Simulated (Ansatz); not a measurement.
# ZnO: single-point calculation

ZnO (P6₃mc, 4 atoms in the cell), computed with DFT r2SCAN, scalar-relativistic, plane waves, PAW, no spin polarisation (Ansatz 0.2.0).

The structure derives from an entry of the Crystallography Open Database. It belongs to a series of runs on one base structure; here: strain +0.025 along x and y, +0.025 along z, atoms carried along. Figures and captions count atoms from 1; the log counts them from 0 in places.

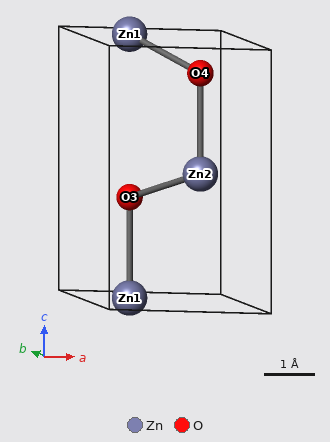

**Figure 1.** The structure (ball-and-stick view of the cell of the calculation, seen slightly off an axis; atoms are numbered from 1 in the order of the input). An atom can appear more than once, as a periodic image. Near neighbours in the periodic cell (some may lie outside the picture): Zn has 4 O at 2.02 to 2.04 Å; O has 4 Zn at 2.02 to 2.04 Å.

**Results in brief**

| quantity | value |
| --- | --- |
| outcome | converged |
| space group (tolerance 0.01 Å) | P6₃mc (186) |
| electrons treated | 36 |
| free energy | −7789.7148 eV |
| Fermi energy | 6.346 eV |
| gap on the k-point mesh | 1.12 eV |
| pressure | −10.22 GPa |
| largest force (length of the vector) | 0.031 eV/Å |
| hardware | 1 thread of Intel Xeon @ 2.50GHz (Skylake/Cascade Lake), 32 GiB of memory available, shared host |
| wall time | 22 s |
| peak memory | 0.56 GiB |

**Remarks**

The cell is under a tension of 10.2 GPa at this level, so it is not at its equilibrium volume.

**Input file**
```yaml
crystal:
  lattice:
    - [3.330633692, 0.0, 0.0]
    - [-1.665316846, 2.884413388, 0.0]
    - [0.0, 0.0, 5.333895]
  atoms:
    - { symbol: Zn, position: [0.3333333333, 0.6666666667, 0.0] }
    - { symbol: Zn, position: [0.6666666667, 0.3333333333, 0.5] }
    - { symbol: O, position: [0.3333333333, 0.6666666667, 0.3821] }
    - { symbol: O, position: [0.6666666667, 0.3333333333, 0.8821] }
basis:
  ecutwfc: 500
kpoints:
  mp_grid: { grid: [12, 12, 6] }
hamiltonian:
  xc: r2scan
scf:
  occupations: { method: gaussian, width: 0.05 }
output:
  forces: true
  stress: true
  eigenvalues: true
  write_density: true
  write_potential: true
  elf: true
  volumetric_format: npy
```

Run as:
```bash
ansatz run input.yaml --threads 1 --pin off --max-ram 2560MiB --backend cpu --events-out ev --progress --plain --runs-dir out
```

**What the program printed**
```
Engine: ansatz 0.2.0, x86_64-unknown-linux-gnu
Pseudopotentials: kind: paw
Pseudopotential: Zn, paw, valence charge 12, recommended cutoff 500 eV (meta_gga), Zn.paw.azcp
Pseudopotential: O, paw, valence charge 6, recommended cutoff 500 eV (meta_gga), O.paw.azcp
Functional definition: r2SCAN
  parameter k0 = 0.174
  parameter k1 = 0.065
  parameter a1 = 4.9479
  exchange = r2scan_x(k0 = k0, k1 = k1, a1 = a1)
  correlation = r2scan_c
Crystal: 4 atoms, lattice volume = 51.242 Å³
Basis set: ecut = 500 eV, 1291 PW (Γ), exchange–correlation on 100×100×160 points (64 copies of the dense FFT grid, shifted against one another)
Bands: 22, of which v1, the nominal top of the filled ones, is band 18 counted from 1 (17 counted from 0)
Symmetry: 12 space group operations
Space group: P63mc (ITA 186), of the structure as read, at distance tolerance 3.7e-5 Å
k-points: 76 of 864 (time reversal used)
Non-local potential: Zn, projectors of the file, l = 0: 2, l = 1: 2, l = 2: 3, l = 3: 1
Non-local potential: O, projectors of the file, l = 0: 2, l = 1: 2, l = 2: 1
PAW form: soft (Blöchl's): semilocal exchange-correlation on the pseudo side does not see the compensation charge
PAW frozen core: Zn, regenerated for the run's functional (the file was generated under x = pbe(κ = 0.804, μ = 0.2195149727645171), c = pbe(β = 0.06672455060314922))
PAW frozen core: O, regenerated for the run's functional (the file was generated under x = pbe(κ = 0.804, μ = 0.2195149727645171), c = pbe(β = 0.06672455060314922))
PAW one-centre angular grid: Zn, 590 points (default); XC on 261 of its mesh's 2673 points in the sphere
PAW one-centre angular grid: O, 302 points (default); XC on 160 Gauss nodes
Initial density: superposition of atomic densities (neutral atoms: chi_scale 0, normalization atom), corrected by the library's trained network
Initial wavefunctions: pseudopotential atomic-orbital guess
Functional: x = r2scan, c = r2scan; τ floored in thin density (d = 2e-4 eV/Å³)
SCF iter   1: F=—  HF=-7789.702832 eV  |F-HF|=—  |Δ(HF+E_count)|=         —  Δρ=1.94e-2  dr2=9.36e-2  dr2_τ=8.09e-2  ethr=1.77e-3  ⟨swp⟩=5.7  Hψ=7424  notcnv=0
preconditioner: auto → Resta (q_TF=auto, 2.572 Å⁻¹)  ε∞=6.6  [insulator: Δε(μ)=1.254 eV  Ē_g=13.151 eV  σ=0.050 eV  W_gap=1.00  n_scr=22 (ndim 8)  ℏωp=31.1 eV  f_vac=0.050  D(μ)=0.00/eV (n_scr^D=0)  ε∞_Penn≈6.6]
SCF iter   2: F=—  HF=-7789.718316 eV  |F-HF|=—  |Δ(HF+E_count)|=   1.55e-2  Δρ=4.68e-3  dr2=8.82e-3  dr2_τ=6.71e-4  ethr=2.60e-4  ⟨swp⟩=2.5  Hψ=3859  notcnv=0
SCF iter   3: F=—  HF=-7789.715871 eV  |F-HF|=—  |Δ(HF+E_count)|=   2.44e-3  Δρ=4.55e-3  dr2=5.17e-3  dr2_τ=2.11e-4  ethr=2.45e-5  ⟨swp⟩=2.0  Hψ=3192  notcnv=0
SCF iter   4: F=—  HF=-7789.714744 eV  |F-HF|=—  |Δ(HF+E_count)|=   1.13e-3  Δρ=4.94e-4  dr2=1.23e-4  dr2_τ=3.30e-5  ethr=1.44e-5  ⟨swp⟩=2.0  Hψ=2811  notcnv=0
SCF iter   5: F=—  HF=-7789.714810 eV  |F-HF|=—  |Δ(HF+E_count)|=   6.54e-5  Δρ=2.97e-4  dr2=2.50e-5  dr2_τ=2.52e-6  ethr=3.41e-7  ⟨swp⟩=2.6  Hψ=3140  notcnv=0
SCF iter   6: F=—  HF=-7789.714835 eV  |F-HF|=—  |Δ(HF+E_count)|=   2.59e-5  Δρ=6.81e-5  dr2=3.29e-6  dr2_τ=1.01e-7  ethr=6.94e-8  ⟨swp⟩=2.0  Hψ=3040  notcnv=0
SCF iter   7: F=—  HF=-7789.714836 eV  |F-HF|=—  |Δ(HF+E_count)|=   2.28e-7  Δρ=1.79e-5  dr2=1.25e-7  dr2_τ=1.20e-8  ethr=9.13e-9  ⟨swp⟩=2.3  Hψ=2809  notcnv=0
SCF iter   8: F=-7789.714836 eV  HF=-7789.714836 eV  |F-HF|=3.37e-8  |Δ(HF+E_count)|=   4.90e-8  Δρ=8.89e-6  dr2=4.63e-8  dr2_τ=2.89e-9  ethr=2.78e-10  ⟨swp⟩=8.7  Hψ=11895  notcnv=0
SCF 1 converged in 8 iterations: F = -7789.714836 eV  dr2 = 4.63e-8
  greatest PAW one-centre occupation: 0.987 electrons in one spin orbital (limit 2), on the Zn atom at site 1 (counted from 0), in its partial waves of l = 2
SCF converged after 8 iterations
Free energy (F): -7789.714836 eV
Harris-Foulkes:  -7789.714836 eV  (|F-HF|=3.37e-8)
Internal energy: -7789.714836 eV  (E = F + TS)
E sigma→0 (E₀):  -7789.714836 eV
Fermi energy:    6.346321 eV
--- Per-component energies (eV) ---
  E_band       = 16.235467
  E_kinetic    = 608.398107
  E_local      = -4128.283798  (includes V_loc(G=0)·N_el)
  E_nonlocal   = 1342.233921
  E_hartree    = 1699.382152
  E_xc         = -390.898807
  E_vxc        = -313.296661  (∫ρ·V_xc dr)
  E_paw        = -4029.456932  (= ΣΔE_a)
  E_vpaw       = -910.707986  (= ΣTr[D̂ρ^β])
  E_aug_tail   = 0.002012  (compensation charges beyond the density's cutoff)
  E_vtau       = 19.134096  (kinetic-family band-sum trace: ∫τ·v_τ [+ j·A + Jᵃ·Aᵃ] dr)
  E_ewald      = -2890.662371
  E_core_change = -0.429119  (= ΣΔE_core)
  E_smearing   = -0.000000  (= −TS)
  E_closure    = 0.000000  (closes the sum)
  Σ components = -7789.714836   (vs F -7789.714836, Δ=0.00e0)
--- Forces (eV/Å), atoms counted from 1 ---
  atom   1  Zn     0.00000000    -0.00000000     0.03062396
  atom   2  Zn     0.00000000     0.00000000     0.03062396
  atom   3  O      0.00000000     0.00000000    -0.03059230
  atom   4  O      0.00000000    -0.00000000    -0.03059230
  max |Σ_I F_I| component: 6.33e-5 eV/Å
--- Stress (GPa, compression-positive) ---
      -10.393009       0.000000       0.000000
        0.000000     -10.393009      -0.000000
        0.000000       0.000000      -9.882390
  P = ⅓ Tr σ = -10.2228 GPa (-102.228 kbar)
--- Band table (eV; the first three rows and the last of 76) ---
  k-point 0: bands = ["-12.7019", "-12.1109", "0.2919", "0.2919", "0.3650", "0.4646", "0.4646", "0.6965", "1.3155", "1.3155", "1.4883", "1.4883", "1.7603", "5.0690", "5.0690", "5.7163", "5.7859", "5.7859", "6.9052", "11.3263", "14.3667", "19.0668"]
  k-point 1: bands = ["-12.6638", "-12.1520", "0.2983", "0.2983", "0.3299", "0.4473", "0.4473", "0.5175", "1.3313", "1.3313", "1.4816", "1.4816", "2.1136", "5.1183", "5.1183", "5.2098", "5.7394", "5.7394", "7.4981", "11.0840", "14.5885", "19.0711"]
  k-point 2: bands = ["-12.5588", "-12.2633", "0.2567", "0.3008", "0.3194", "0.3194", "0.4047", "0.4047", "1.3716", "1.3716", "1.4590", "1.4590", "2.8188", "4.4215", "5.2523", "5.2523", "5.6110", "5.6110", "8.4973", "10.4348", "15.2359", "17.7403"]
  k-point 75: bands = ["-12.0061", "-12.0061", "0.4017", "0.4017", "0.5603", "0.5603", "1.0061", "1.0061", "1.3298", "1.3298", "1.7485", "1.7485", "2.2238", "2.2238", "3.2734", "3.2734", "4.6850", "4.6850", "14.0937", "14.0937", "14.1858", "14.1858"]
```

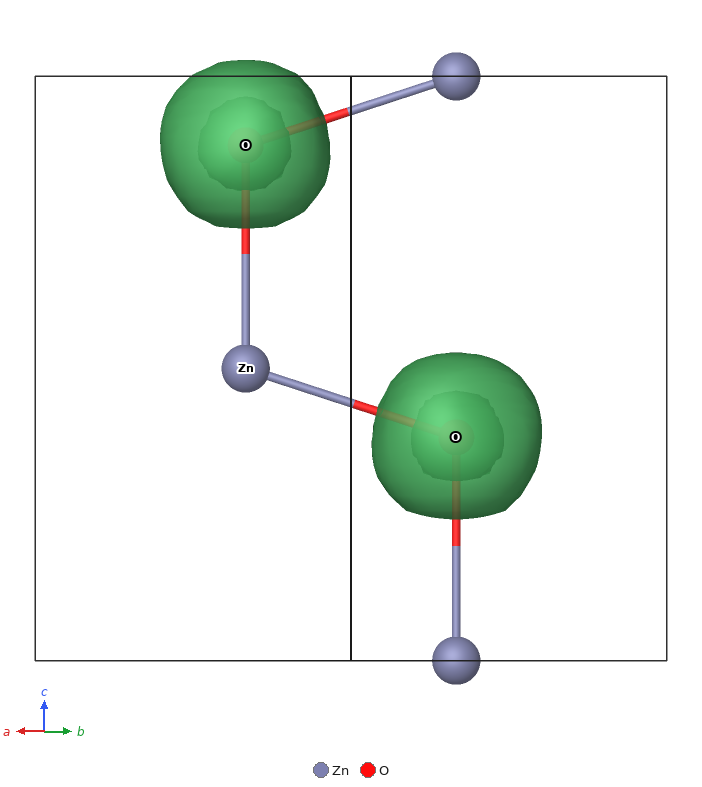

**Figure 2.** Isosurface of the electron localisation function at 0.75 (green), seen along [110]. Only the valence region is drawn (cores and ρ < 0.01 e/Å³ removed). Sticks mark near contacts. The outline is the cell set on symmetry axes. Values along the shortest contacts: Zn–O (2.02 Å): the ELF is about 0.25 at the midpoint. In a PAW calculation such maps are meaningful between the atoms, not at the nuclei.

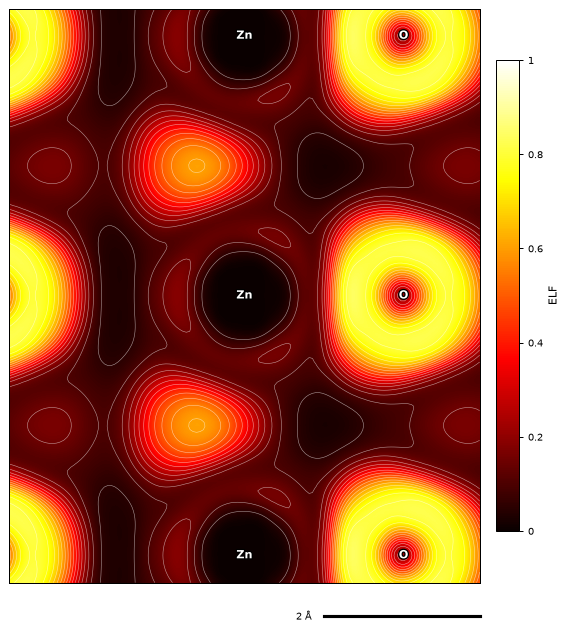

**Figure 3.** ELF on the (11̄0) plane of the conventional cell. Atoms in the plane: Zn and O. Zn–O (2.04 Å): the ELF is about 0.25 at the midpoint.

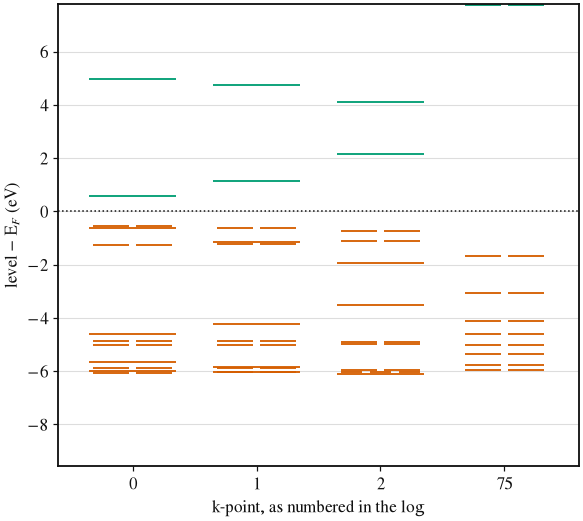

**Figure 4.** Kohn–Sham levels near the Fermi level (dotted) at the few k-points that the log prints; levels within 0.02 eV of each other stand side by side. Among these points the highest filled and lowest empty levels are 1.12 eV apart, which is the gap on the mesh.
